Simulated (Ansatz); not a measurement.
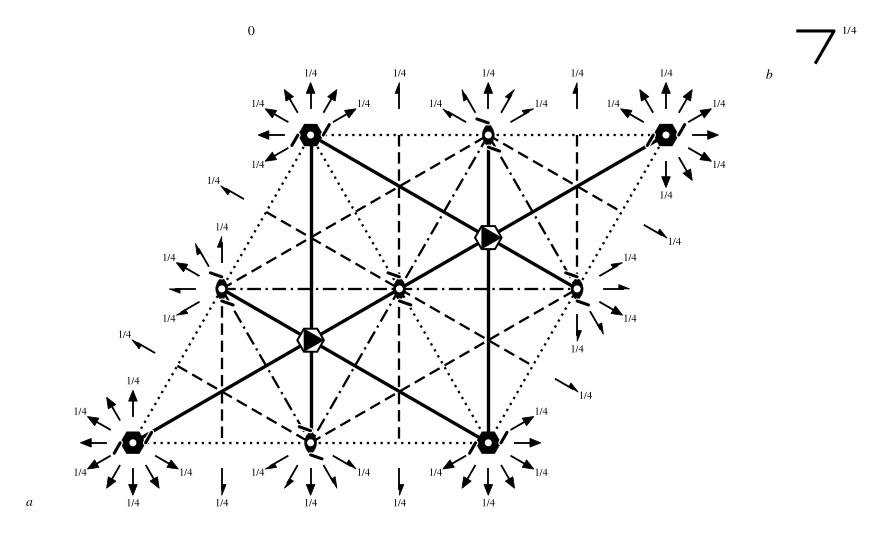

Symmetry elements of a space group, projected down c, computed from the operations of a computed or model structure of composition As, which need not be its known form.

Symbols follow the International Tables: origin at the upper left, the third axis towards the viewer; heavy, dashed, dotted, dash-dotted and dash-dot-dot lines are mirror, in-plane glide, out-of-plane glide, diagonal (n; with arrows d) and double (e) glide planes seen edge on; arrows at the rim are 2 (full head) and 2₁ (half head) axes in the plane; the corner sign is a plane parallel to the page; fractions are heights. Handed screw axes carry their printed symbol instead of tails.

**Give the Hermann–Mauguin symbol and number.**

P6₃/mmc (No. 194); primitive hexagonal, point group 6/mmm, 24 general positions a cell.

**List the elements shown.**

−6 axes along c at (1/3, 2/3), (2/3, 1/3); 6₃ axes along c at (0, 0); 2₁ axes along c at (0, 1/2), (1/2, 0), (1/2, 1/2); inversion centres at (0, 0), (0, 1/2), (1/2, 0), (1/2, 1/2); mirror planes holding c and [1 2 0] or [2 1 0] or [−1 1 0]; in-plane glide planes holding c and [1 2 0] or [2 1 0] or [−1 1 0]; c glide planes normal to a*, at x = 0; n glide planes normal to a*, at x = 1/2; c glide planes normal to b*, at y = 0; n glide planes normal to b*, at y = 1/2; c glide planes holding c and [1 1 0]; diagonal glide planes holding c and [1 1 0]; a mirror plane normal to c at height 1/4; 2 axes along [1 1 0] at height 0; 2 axes along [1 2 0] at height 1/4; 2 axes along [2 1 0] at height 1/4; 2 axes along [−1 1 0] at height 1/4; 2 axes along a at height 0; 2 axes along b at height 0; 2₁ axes along [1 1 0] at height 0; 2₁ axes along [1 2 0] at height 1/4; 2₁ axes along [2 1 0] at height 1/4; 2₁ axes along [−1 1 0] at height 1/4; 2₁ axes along a at height 0; 2₁ axes along b at height 0. Heights repeat every half period; positions are (a, b) fractions, modulo 1.
